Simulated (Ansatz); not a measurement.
# A thicker film of GaP (110) from five thinner ones

In a field along its normal an insulating film takes a dipole p. Written as a length, p/(ε₀AE), it should grow by 1 − 1/ε for each ångström added.

How it was computed: Ansatz 0.2.0, plane waves with PAW datasets (its set soft_2), PBE; zincblende films relaxed at a bulk in-plane lattice constant near the measured one, then held in weak fields of both signs with a dipole correction (A is the cell's area, E the outer field).

```
     run  distance between the outer atoms (Å)  p/(ε₀AE) (Å)
 5 units                                 8.260         9.588
 6 units                                10.237        11.382
 8 units                                14.147        14.925
 9 units                                16.101        16.695
12 units                                21.973        22.019
16 units                                29.796             ?
```

Q: Estimate the withheld value from the rows shown.

A least-squares line through the 5 rows shown has slope 0.9064 and intercept 2.1020; no row lies more than 0.001 Å off it. That slope means ε = 1/(1 − 0.9064) = 10.68. At 29.796 it gives 0.9064 × 29.796 + 2.1020 = 29.109 Å, beyond the rows fitted. Rounding and scatter of the rows alone allow about ±0.003 Å there.

The run itself gives 29.106 Å: a miss of −0.003 Å, or 0.0 % of the value. The length is met to within 1 %, though ε is more sensitive than the length: the two thickest films give ε = 10.63.

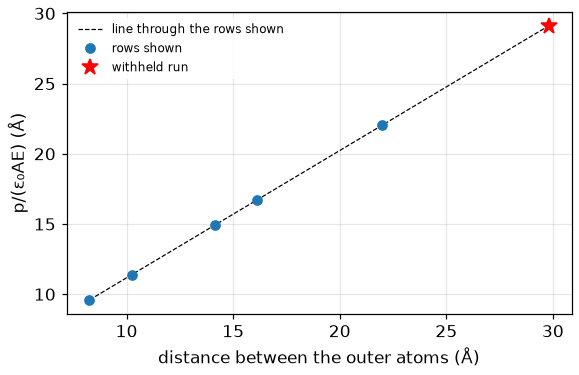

The fit and the withheld run.

**Limits.** This is the electronic response alone. A unit is one step of the cut along the normal (a plane, a pair of planes or a cell), and the layers relax along it, away from their bulk spacing where the functional's lattice constant differs from the one held.

[Logs are printed without paths, hosts, clocks, repeated set-up lines and the standing remarks that a program may print on its own settings, such as how far it seeks lower states.]
